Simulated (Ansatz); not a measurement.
GaAs and related structures: several calculations on one system

## 1. Relaxation

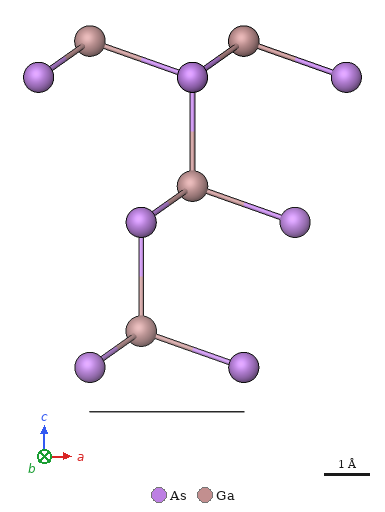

A slab of composition GaAs (cut from the F-43m phase), before the constrained relaxation. A ball-and-stick model of the 1 × 2 repeat of the cell, outlined in the plane, without the vacuum, seen along the b axis.

Case: clean slab, lower half held. The slab is the (1 1 1) face of GaAs. 3 atoms are held fixed.

Theory: Ansatz 0.2.0, DFT PBEsol, scalar-relativistic, plane waves, PAW.

The input:
```yaml
crystal:
  lattice:
    - [4.0010046536, 0.0, 0.0]
    - [-2.0005023268, 3.4649716707, 0.0]
    - [0.0, 0.0, 24.3503148948]
  atoms:
    - { symbol: As, position: [0.0, 0.0, 0.3490714612] }
    - { symbol: Ga, position: [0.3333333333, 0.6666666667, 0.3826111365] }
    - { symbol: As, position: [0.3333333333, 0.6666666667, 0.4832301624] }
    - { symbol: Ga, position: [0.6666666667, 0.3333333333, 0.5167698376] }
    - { symbol: As, position: [0.6666666667, 0.3333333333, 0.6173888635] }
    - { symbol: Ga, position: [0.0, 0.0, 0.6509285388] }
basis:
  ecutwfc: 420
kpoints:
  mp_grid: { grid: [9, 9, 1] }
hamiltonian:
  xc: pbesol
scf:
  occupations: { method: gaussian, width: 0.05 }
output:
  forces: true
  eigenvalues: true
  write_density: true
  write_potential: true
  elf: true
  volumetric_format: npy
relax:
  adjacent_minimum: "off"
  f_tol: 0.03
  max_steps: 70
  constraints: [{ sites: [0, 1, 2] }]
efield:
  axis: 3
  dipole_correction: true
  ramp_width: 0.04
```

Run as
```bash
ansatz run input.yaml --threads 2 --pin off --max-ram 5120MiB --backend cpu --events-out ev --progress --plain --runs-dir out
```

> Where does the constrained relaxation end?

As5 moves most: 0.070 Å along the normal (+c). By element the largest moves are As 0.070 Å, Ga 0.053 Å. The cell doesn't change. Near-neighbour distances that change, for instance: Ga4–As5 2.450 → 2.573 Å, As5–Ga6 2.450 → 2.417 Å, As3–Ga4 2.450 → 2.433 Å. Among the angles between lasting bonds that change: Ga4–As5–Ga6 109.5° → 107.1°, Ga6–As5–Ga6 109.5° → 111.7°, As5–Ga6–As5 109.5° → 111.7°. After 3 geometry steps the energy has fallen by 47.3 meV per cell of the calculation. Largest force component: 0.81 eV/Å at the start, 0.0052 eV/Å at the end. Cost: 25 s on 2 threads of Intel(R) Xeon(R) 6975P-C (Granite Rapids), on a shared host, peak memory 0.7 GiB.

After the run, drawn alike:

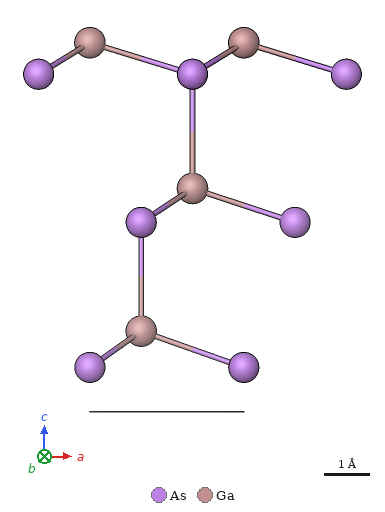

## 2. Relaxation

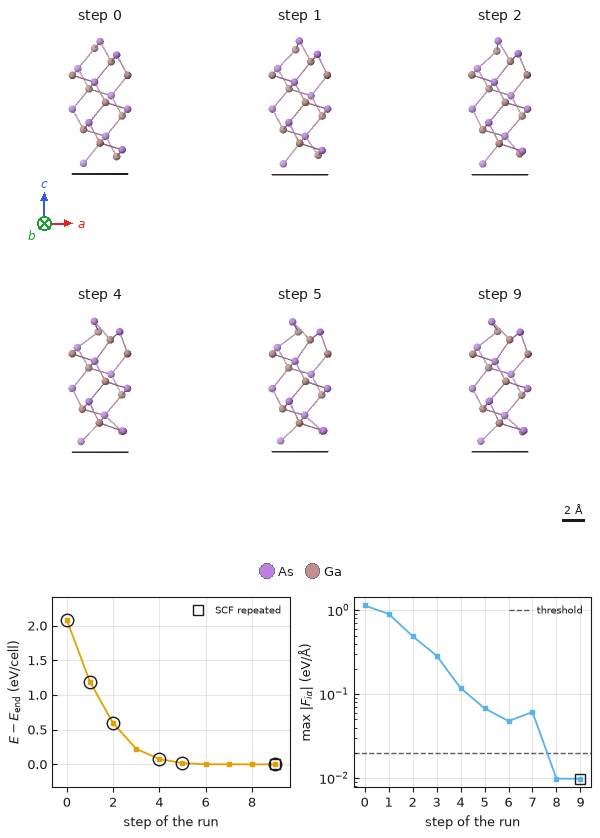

Frames of a relaxation of a slab of composition Ga9As10 (cut from the F-43m phase), marked on the history of the run. A ball-and-stick model of the cell of the calculation, outlined in the plane, without the vacuum (origin shifted), seen along the b axis.

Case: (2 1 0) slab, atoms relaxed. The slab is the (2 1 0) face of GaAs.

Computed with DFT PBEsol, scalar-relativistic, plane waves, PAW (Ansatz). (plane-wave cutoff 420 eV; k-point mesh 7 × 6 × 1; occupations gaussian; smearing width 0.05 eV; no spin polarisation; dipole correction; atoms relaxed in a fixed cell; force threshold 0.02 eV/Å; at most 60 steps)

Question: Describe the path.

Answer: After 8 accepted moves (9 points after the start) the energy has fallen by 2.084 eV per cell of the calculation. The largest force component goes from 1.1 to 0.0098 eV/Å. 1 step only repeated the SCF at the same geometry. The largest moves relative to the layer's centre, 0.87 Å, are those of As atoms. Largest moves by element: As 0.87 Å, Ga 0.67 Å. The cell stays as it was. Near-neighbour distances that change, for instance: As–As 4.001 → 2.786 Å, As–Ga 2.450 → 2.706 Å, As–Ga 2.450 → 2.551 Å, As–Ga 2.450 → 2.524 Å. Among the angles between lasting bonds that change: As–Ga–As 109.5° → 139.2°, Ga–As–Ga 109.5° → 84.0°, Ga–As–Ga 109.5° → 88.2°. Cost: 11 min on 4 threads of Intel(R) Xeon(R) 6975P-C (Granite Rapids), on a shared host, peak memory 4.4 GiB. From step 0 to 1: Ga atoms move most (0.19 Å), energy −0.891 eV per cell of the calculation. From step 1 to 2: Ga atoms move most (0.19 Å), energy −0.598 eV per cell of the calculation. From step 2 to 4: As atoms move most (0.39 Å), energy −0.519 eV per cell of the calculation. From step 4 to 5: As atoms move most (0.19 Å), energy −58.7 meV per cell of the calculation. From step 5 to 9: As atoms move most (0.14 Å), energy −17.5 meV per cell of the calculation.

```tsv
step	E − E(0), meV/atom	largest force component, eV/Å	note
0	0.00	1.1410	
1	-46.88	0.9050	
2	-78.37	0.4914	
3	-97.93	0.2884	
4	-105.69	0.1185	
5	-108.78	0.0679	
6	-109.59	0.0478	
7	-109.61	0.0612	
8	-109.70	0.0099	
9	-109.70	0.0098	same geometry, SCF repeated
```

## 3. A change

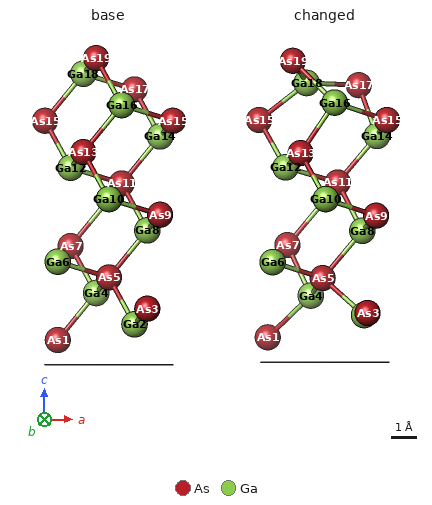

Left: a (2 1 0) slab of GaAs as cut from the relaxed bulk. Right: the same structure after one change, at the same scale. Style: ball-and-stick. Shown: the cell of the calculation, outlined in the plane, without the vacuum, along the b axis.

The calculation used DFT PBEsol, scalar-relativistic, plane waves, PAW in Ansatz 0.2.0. Set-up: plane-wave cutoff 420 eV; occupations gaussian; no spin polarisation. The k-mesh is chosen for each cell (12×12×12, 7×6×1). Smearing widths differ between the runs.

The atoms of the slab are relaxed at the bulk's in-plane cell.

### And its effect?

The slab isn't stoichiometric; relaxing it gains 0.467 J/m². The top spacing, between the As and Ga planes, goes from 0.63 to 0.90 Å (+41.8 %), the bottom one (As to Ga) from 0.63 to 0.90 Å (+42.2 %). The lattice vectors keep their values. The largest moves relative to the layer's centre, 0.87 Å, are those of As1 and As19. As19 goes at 83° to the normal (−c side). By element the largest moves are As 0.87 Å, Ga 0.67 Å. Some distances before and after: As–Ga 2.450 → 2.420 to 2.706 Å.
